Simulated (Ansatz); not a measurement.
AlN

Input file:

```
crystal:
  lattice:
    - [0.0587843221, 2.1781144422, 2.1781144422]
    - [2.1781144422, 0.0587843221, 2.1781144422]
    - [2.1781144422, 2.1781144422, 0.0587843221]
  atoms:
    - { symbol: Al, position: [0.0019441439, 0.0019441439, 0.0019441439] }
    - { symbol: "N", position: [0.2480558561, 0.2480558561, 0.2480558561] }
kpoints:
  mp_grid: { grid: [10, 10, 10] }
  band_path:
    path:
      - [0.0, 0.0, 0.0]
      - [-0.5, -0.5, 0.0]
      - [-0.375, -0.375, 0.25]
      - [-0.375, 0.0, 0.375]
      - [0.0, 0.0, 0.5]
      - [-0.5, -0.25, 0.25]
      - [0.0, 0.5, 0.5]
    npoints: 1
hamiltonian:
  xc: r2scan
scf:
  occupations: { method: fixed }
  n_extra_bands: 4
output:
  forces: true
  stress: true
  eigenvalues: true
  write_density: true
  write_potential: true
  elf: true
  volumetric_format: npy
```

Run with:

```sh
ansatz run input.yaml --threads 2 --pin off --max-ram 29491MiB --backend cpu --events-out ev --progress --plain --runs-dir out
```

Below, planes, directions and counts refer to the conventional cell (a = 3.00 Å, b = 3.00 Å, c = 7.65 Å, α = 90.00°, β = 90.00°, γ = 120.00°).

Space group R3m; started from the zincblende prototype, which need not be the ambient phase; changed on purpose from its base cell (epitaxial 111 strain -3.0%); computed pressure about 12 GPa in this cell.

Level of theory: DFT, r2SCAN, plane waves, PAW in Ansatz 0.2.0.

### Predict the valence pseudo-density and electron localisation function between the atoms.

Al–N (1.85 Å): ρ is about 0.73 e/Å³ halfway; the ELF peaks at about 0.90 in the valence shell of N, 0.7 Å from its nucleus, and is about 0.85 at the midpoint.

### Metal or insulator at this level of theory?

It is gapped, with a Kohn–Sham gap of 3.8 eV on the k-point mesh, an upper bound to the gap of this method.

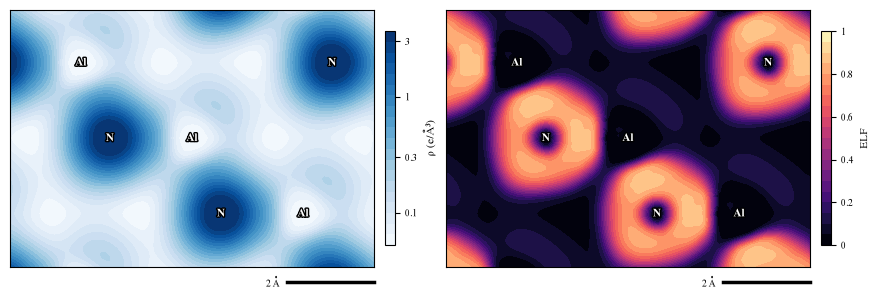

Computed valence pseudo-density and electron localisation function on the (110) plane of the conventional cell, in this order. 

The density is the valence pseudo-density of a PAW calculation; it isn't the true density close to the nuclei.
